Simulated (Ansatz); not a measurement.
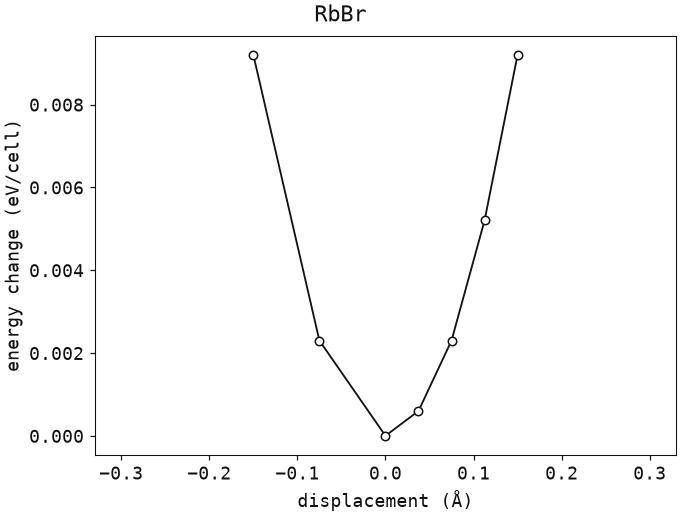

The figure shows the energy change against displacement for RbBr, space group Pm-3m (No. 221).

The given structure:
```
CELL_PARAMETERS angstrom
4.12608 0.00000 0.00000
0.00000 4.12608 0.00000
0.00000 0.00000 4.12608
ATOMIC_POSITIONS crystal
Rb 0.00000 0.00000 0.00000
Br 0.50000 0.50000 0.50000
```

Method: all atoms of one element of a crystal moved along a line, all else fixed, by plane-wave density functional theory with PAW datasets, free energies less that of the undisturbed cell; scalar-relativistic (Ansatz 0.2.0). Level: PBE, no spin polarisation.

wave cutoff 420 eV; k mesh 6×6×6; occupations Gaussian; smearing width 0.05 eV; k shift (0, 0, 0) (mesh steps); start as given; moved element Rb; direction (0, 1, 0) (Cartesian unit vector).

The points at displacement −0.225, −0.075, 0.15 and 0.3 follow from computed ones by symmetry.

The points at displacement −0.3000 Å, −0.2250 Å, 0.1875 Å, 0.2250 Å, 0.2625 Å and 0.3000 Å are left out of the plot. What values does the calculation give there?

```csv
displacement (Å),energy change (eV/cell)
-0.3000,0.0370
-0.2250,0.0207
0.1875,0.0144
0.2250,0.0207
0.2625,0.0283
0.3000,0.0370
```

Keep in mind: reference crystal is not relaxed.
